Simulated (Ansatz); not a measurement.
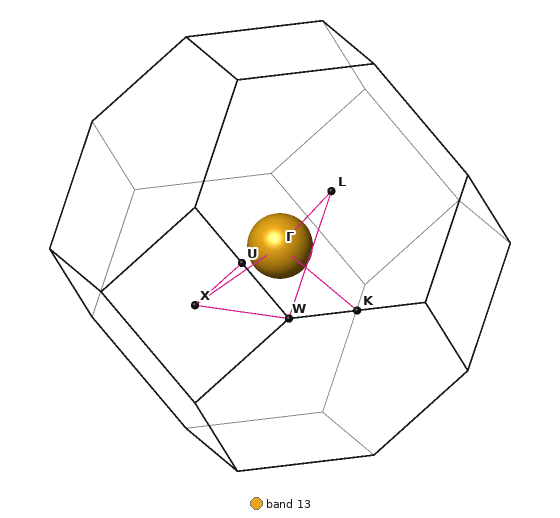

Constant-energy surfaces of Na2S in space group Fm-3m, 0.30 eV above the conduction-band minimum (one colour a band).

All numbers here come from DFT LDA, scalar-relativistic, plane waves, PAW; levels and slopes on a dense k mesh at the converged density in Ansatz 0.2.0. No spin polarisation. The levels come from a k mesh of 32×32×32 points. Unrelaxed database geometry.

Masses come from a second pass at points close to the extrema; at the energies drawn a band may no longer be parabolic.

Q: Describe the band extrema that these surfaces surround.

A: Band 13 forms the conduction edge. Within this energy: one minimum at Γ, mass 0.27 mₑ in all directions.

Q: And the gap?

A: The gap is direct, 2.24 eV at this level of theory, which underestimates gaps and can reorder valleys that lie close.

Spin-orbit coupling, left out here, can split bands that meet at an edge and change their masses.

The run (self-consistency and the dense mesh) took 19 s on 1 thread of Intel(R) Xeon(R) 6975P-C (Granite Rapids), on a shared host, peak memory 0.8 GiB.
